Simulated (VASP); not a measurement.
**Dielectric calculation, with input and output: ZnO (part 2 of 2)**

Continued. System: ZnO (P6₃mc, 4 atoms in the cell). Method: Kohn-Sham DFT of a periodic cell, PBE, VASP PAW PBE potentials, recommended, no spin polarisation (VASP 6.6.1); cutoff 600 eV, 15×15×9 k-mesh, Gaussian smearing of 0.03 eV. The structure derives from an entry of the Crystallography Open Database.

Geometry of the input (Å; fractional positions):
```
3.2858  -0.0000  0.0000
-1.6429  2.8456  0.0000
0.0000  -0.0000  5.3013
Zn 0.3333  0.6667  0.4999
Zn 0.6667  0.3333  0.9999
O  0.6667  0.3333  0.3791
O  0.3333  0.6667  0.8791
```

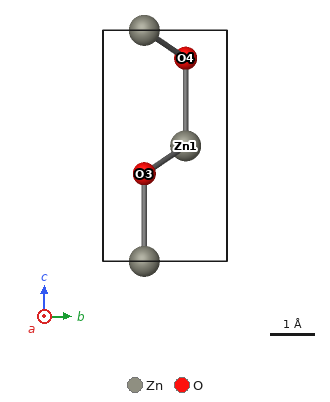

*The input geometry (ball-and-stick view of the cell of the calculation, along the a axis; atoms are numbered from 1 in the order of the input).*

**Parts of OUTCAR, continued**
```
 k-point     1 :       0.0000    0.0000    0.0000
  band No.  band energies     occupation
      1     -16.9302      2.00000
      2     -16.2703      2.00000
      3      -4.6667      2.00000
      4      -4.6667      2.00000
      5      -4.6260      2.00000
      6      -4.4939      2.00000
      7      -4.4865      2.00000
      8      -4.4865      2.00000
      9      -3.5993      2.00000
     10      -3.5993      2.00000
     11      -3.4076      2.00000
     12      -3.4076      2.00000
     13      -3.1426      2.00000
     14       0.1000      2.00000
     15       0.1000      2.00000
     16       0.7699      2.00000
     17       0.8466      2.00000
     18       0.8466      2.00000
     19       1.5680      0.00000
     20       5.9189      0.00000
     21       8.9042      0.00000
     22      13.5453      0.00000

 k-point     2 :       0.0667   -0.0000    0.0000
  band No.  band energies     occupation
      1     -16.9073      2.00000
      2     -16.2600      2.00000
      3      -4.6928      2.00000
      4      -4.6530      2.00000
      5      -4.6093      2.00000
      6      -4.4924      2.00000
      7      -4.4675      2.00000
      8      -4.4578      2.00000
      9      -3.6087      2.00000
     10      -3.6008      2.00000
     11      -3.4055      2.00000
     12      -3.3870      2.00000
     13      -3.1478      2.00000
     14      -0.0617      2.00000
     15       0.0425      2.00000
     16       0.4857      2.00000
     17       0.7430      2.00000
     18       0.8162      2.00000
     19       1.9831      0.00000
     20       6.1053      0.00000
     21       8.9058      0.00000
     22      13.0431      0.00000

 k-point     3 :       0.1333    0.0000    0.0000
  band No.  band energies     occupation
      1     -16.8417      2.00000
      2     -16.2314      2.00000
      3      -4.7562      2.00000
      4      -4.6154      2.00000
      5      -4.5771      2.00000
      6      -4.4938      2.00000
      7      -4.4120      2.00000
      8      -4.3577      2.00000
      9      -3.6351      2.00000
     10      -3.6021      2.00000
     11      -3.4002      2.00000
     12      -3.3244      2.00000
     13      -3.1631      2.00000
     14      -0.5060      2.00000
     15      -0.1192      2.00000
     16      -0.0216      2.00000
     17       0.6579      2.00000
     18       0.7282      2.00000
     19       2.6691      0.00000
     20       6.5926      0.00000
     21       8.9091      0.00000
     22      12.0489      0.00000

 k-point     4 :       0.2000   -0.0000    0.0000
  band No.  band energies     occupation
      1     -16.7413      2.00000
      2     -16.1910      2.00000
      3      -4.8338      2.00000
      4      -4.5640      2.00000
      5      -4.5632      2.00000
      6      -4.4579      2.00000
      7      -4.3247      2.00000
      8      -4.2045      2.00000
      9      -3.6727      2.00000
     10      -3.5949      2.00000
     11      -3.3935      2.00000
     12      -3.2224      2.00000
     13      -3.1811      2.00000
     14      -1.1000      2.00000
     15      -0.5010      2.00000
     16      -0.3570      2.00000
     17       0.5147      2.00000
     18       0.5938      2.00000
     19       3.4226      0.00000
     20       7.2206      0.00000
     21       8.9077      0.00000
     22      11.0321      0.00000

 k-point     5 :       0.2667    0.0000    0.0000
  band No.  band energies     occupation
      1     -16.6192      2.00000
      2     -16.1485      2.00000
      3      -4.8963      2.00000
      4      -4.5772      2.00000
      5      -4.5100      2.00000
      6      -4.3739      2.00000
      7      -4.2142      2.00000
      8      -4.0390      2.00000
      9      -3.7037      2.00000
     10      -3.5713      2.00000
     11      -3.3862      2.00000
     12      -3.2132      2.00000
     13      -3.0669      2.00000
     14      -1.7067      2.00000
     15      -0.9598      2.00000
     16      -0.6338      2.00000
     17       0.3143      2.00000
     18       0.4330      2.00000
     19       4.2078      0.00000
     20       7.8058      0.00000
     21       8.8751      0.00000
     22      10.1504      0.00000

 [... the levels of 18 k-points are left out ...]

 k-point    24 :       0.4000    0.2000    0.0000
  band No.  band energies     occupation
      1     -16.2335      2.00000
      2     -16.1064      2.00000
      3      -4.7289      2.00000
      4      -4.4337      2.00000
      5      -4.2558      2.00000
      6      -4.1836      2.00000
      7      -3.9348      2.00000
      8      -3.8504      2.00000
      9      -3.6026      2.00000
     10      -3.5342      2.00000
     11      -3.3433      2.00000
     12      -3.3255      2.00000
     13      -2.7635      2.00000
     14      -2.4795      2.00000
     15      -2.3214      2.00000
     16      -1.3759      2.00000
     17      -0.6945      2.00000
     18      -0.4105      2.00000
     19       7.3395      0.00000
     20       8.3448      0.00000
     21       8.4660      0.00000
     22       9.1159      0.00000

 [... further k-points ...]

  FORCE on cell =-STRESS in cart. coord.  units (eV):
  Direction    XX          YY          ZZ          XY          YZ          ZX
  --------------------------------------------------------------------------------------
  -------------------------------------------------------------------------------------
  Total        0.0018348      0.0018348      0.0077396      0.0000000      0.0000000      0.0000000
  in kB        0.0593052      0.0593052      0.2501690      0.0000000      0.0000000      0.0000000
  external PRESSURE =       0.1229264 kB  Pullay stress =       0.0000000 kB

 VOLUME and BASIS-vectors are now :
 -----------------------------------------------------------------------------
  energy-cutoff  :      600.00
  volume of cell :       49.57
      direct lattice vectors                 reciprocal lattice vectors
     3.285813473  0.000000000  0.000000000     0.304338639  0.175709995  0.000000000
    -1.642906736  2.845597940  0.000000000     0.000000000  0.351419990  0.000000000
     0.000000000  0.000000000  5.301284044     0.000000000  0.000000000  0.188633545

 POSITION                                       TOTAL-FORCE (eV/Angst)
 -----------------------------------------------------------------------------------
     -0.00000      1.89707      2.65007         0.000000     -0.000000      0.001925
      1.64291      0.94853      5.30071        -0.000000      0.000000      0.001925
      1.64291      0.94853      2.00981         0.000000      0.000000     -0.001925
     -0.00000      1.89707      4.66045        -0.000000      0.000000     -0.001925
 -----------------------------------------------------------------------------------
    total drift:                                0.000000      0.000000      0.000805

  FREE ENERGIE OF THE ION-ELECTRON SYSTEM (eV)
  ---------------------------------------------------
  free  energy   TOTEN  =       -17.8659338026 eV

  energy  without entropy=      -17.8659338026  energy(sigma->0) =      -17.86593380

 HEAD OF MICROSCOPIC STATIC DIELECTRIC TENSOR (INDEPENDENT PARTICLE, excluding Hartree and local field effects)
 ------------------------------------------------------
           5.441719     0.000000     0.000000
           0.000000     5.441719     0.000000
          -0.000000     0.000000     5.437375
 ------------------------------------------------------

 Free energy of the ion-electron system (eV)
  ---------------------------------------------------
  ---------------------------------------------------
  free energy    TOTEN  =        -0.62939322 eV

  energy without entropy =       -0.62939322

------------------------ aborting loop because EDIFF is reached ----------------------------------------

--------------------------------------- Ionic step        2  -------------------------------------------

------------------------ aborting loop because EDIFF is reached ----------------------------------------

--------------------------------------- Ionic step        3  -------------------------------------------

 Free energy of the ion-electron system (eV)
  ---------------------------------------------------
  ---------------------------------------------------
  free energy    TOTEN  =        -0.63022264 eV

  energy without entropy =       -0.63022264

------------------------ aborting loop because EDIFF is reached ----------------------------------------

 PIEZOELECTRIC TENSOR FIELD DIRECTION 3  (e Angst)
 -----------------------------------------------------------------------------
     1.20916  0.00000  0.00000           (  0.05263  0.00000  0.00000)
     0.00000  1.20916  0.00000           (  0.00000  0.05263  0.00000)
    -0.00000 -0.00000 -2.43238           (  0.00000  0.00000 -0.10585)

 PIEZOELECTRIC TENSOR FIELD DIRECTION 3  (C/m^2)
 -----------------------------------------------------------------------------
     0.39084  0.00000  0.00000
     0.00000  0.39084  0.00000
    -0.00000 -0.00000 -0.78622

 MACROSCOPIC STATIC DIELECTRIC TENSOR (including local field effects in DFT)
 ------------------------------------------------------
           5.339043     0.000000     0.000000
           0.000000     5.339043     0.000000
           0.000000     0.000000     5.349234
 ------------------------------------------------------

 PIEZOELECTRIC TENSOR (including local field effects)  for field in x, y, z        (e  Angst)
          XX          YY          ZZ          XY          YZ          ZX
  --------------------------------------------------------------------------------
  x     0.00000     0.00000     0.00000     0.00000     0.00000     1.26569
  y     0.00000    -0.00000     0.00000    -0.00000     1.26569     0.00000
  z     1.20916     1.20916    -2.43238     0.00000     0.00000    -0.00000

 PIEZOELECTRIC TENSOR (including local field effects)  for field in x, y, z        (C/m^2)
          XX          YY          ZZ          XY          YZ          ZX
  --------------------------------------------------------------------------------
  x     0.00000     0.00000     0.00000     0.00000     0.00000     0.40911
  y     0.00000    -0.00000     0.00000    -0.00000     0.40911     0.00000
  z     0.39084     0.39084    -0.78622     0.00000     0.00000    -0.00000

 BORN EFFECTIVE CHARGES (including local field effects) (in |e|, cummulative output)
 ---------------------------------------------------------------------------------
 ion    1
    1     2.13056     0.00000     0.00000
    2     0.00000     2.13056     0.00000
    3     0.00000     0.00000     2.18410
 ion    2
    1     2.13056     0.00000    -0.00000
    2     0.00000     2.13056     0.00000
    3     0.00000     0.00000     2.18410
 ion    3
    1    -2.13056    -0.00000     0.00000
    2    -0.00000    -2.13056     0.00000
    3    -0.00000     0.00000    -2.18410
 ion    4
    1    -2.13056    -0.00000     0.00000
    2    -0.00000    -2.13056     0.00000
    3     0.00000     0.00000    -2.18410
```

**CONTCAR**
```
ZnO
   1.00000000000000
     3.2858134729000001    0.0000000000000000    0.0000000000000000
    -1.6429067364000001    2.8455979395000002    0.0000000000000000
     0.0000000000000000    0.0000000000000000    5.3012840439000000
  Zn              O
     2     2
Direct
     0.3333333332999970    0.6666666667000030    0.4998921358245596
     0.6666666667000030    0.3333333332999970    0.9998921358245596
     0.6666666667000030    0.3333333332999970    0.3791178641754414
     0.3333333332999970    0.6666666667000030    0.8791178641754414

  0.00000000E+00  0.00000000E+00  0.00000000E+00
  0.00000000E+00  0.00000000E+00  0.00000000E+00
  0.00000000E+00  0.00000000E+00  0.00000000E+00
  0.00000000E+00  0.00000000E+00  0.00000000E+00
```

**Summary**

| quantity | value |
| --- | --- |
| outcome | converged |
| space group (tolerance 0.01 Å) | P6₃mc (186) |
| electrons treated | 36 |
| Fermi energy of the self-consistent step | 1.005 eV |
| gap on the k-point mesh | 0.72 eV |
| ε∞ (xx, yy, zz) | 5.34, 5.34, 5.35 |
| hardware | 2 threads of Intel Xeon (Sapphire Rapids), 256 GiB of memory available, shared host |
| wall time | 15 min (CPU time 31 min) |
| peak memory | 1.5 GiB |
